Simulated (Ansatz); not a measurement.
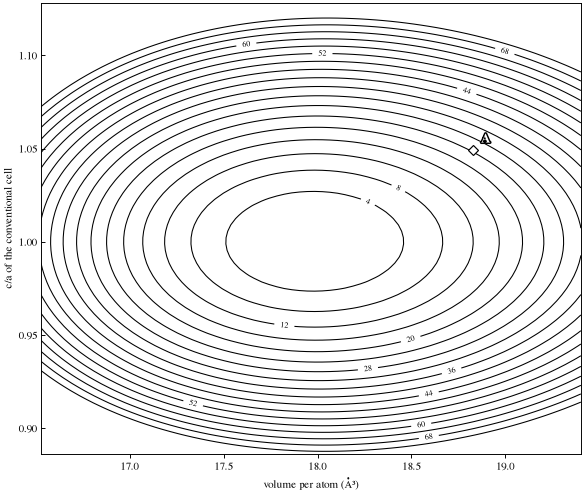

Si (Ia-3, No. 206; 8 atoms in the cell). The energy is mapped over volume and the cell's shape. The first coordinate is: volume per atom; the second: c/a of the conventional cell. Nothing is relaxed (fractional coordinates fixed). The scan uses an 11 × 11 grid. Points are written as (first, second). All energies are given in meV/atom relative to the lowest grid point. The calculation used Ansatz 0.2.0, DFT PBEsol, scalar-relativistic, plane waves, PAW. Settings: cutoff 420 eV, k-mesh 10×10×10, gaussian smearing 0.15 eV, no spin polarisation.

Drawn: contour lines labelled in meV/atom (none above 72), the point A. Between grid points the surface is interpolated.

> Is A at rest? If not, where is it pushed?

A, at (18.827 Å³, 1.049), is not a stationary point. The computed force is 26 meV/atom for each Å³ towards smaller values of volume per atom and 500 meV/atom for each unit towards smaller values of c/a of the conventional cell.

PAW datasets: the set soft_1.
